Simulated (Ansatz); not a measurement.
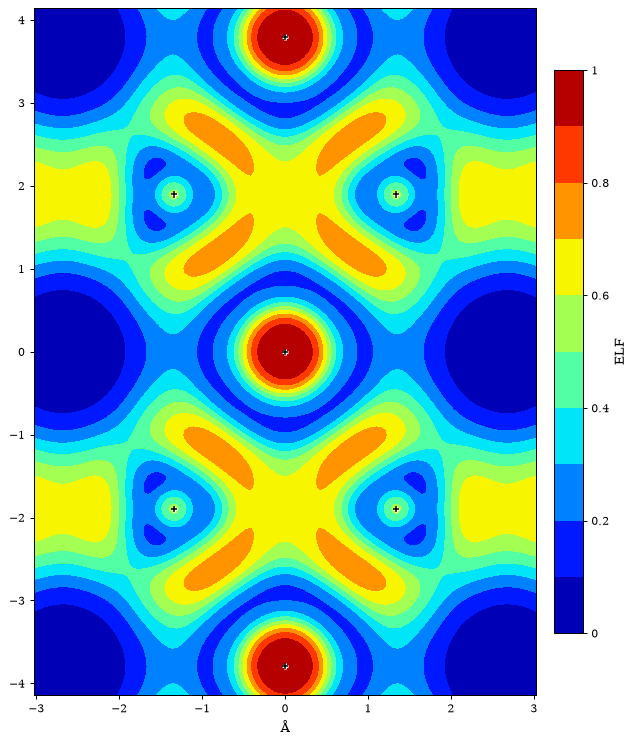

The electron localisation function on a plane through atoms (crosses mark nuclei in the plane).

The calculation used Ansatz 0.2.0, DFT PBE, scalar-relativistic, plane waves, PAW.

Candidates:
A. Au, a = 4.16 Å, b = 4.16 Å, c = 4.16 Å, α = 90.00°, β = 90.00°, γ = 90.00°. Space group Fm-3m; computed without spin polarisation.
B. CuI, a = 10.53 Å, b = 10.53 Å, c = 10.53 Å, α = 109.47°, β = 109.47°, γ = 109.47°. Space group F-43m; computed without spin polarisation.
C. CoSi2, a = 5.36 Å, b = 5.36 Å, c = 5.36 Å, α = 90.00°, β = 90.00°, γ = 90.00°. Space group Fm-3m; computed without spin polarisation.

Q: Which candidate gave the map?

A: Candidate C: CoSi2 on the (110) plane of the conventional cell, which holds Co and Si. Co–Si (2.32 Å): the ELF peaks at about 0.75 in the valence shell of Si, 0.9 Å from its nucleus, and is about 0.50 at the midpoint.
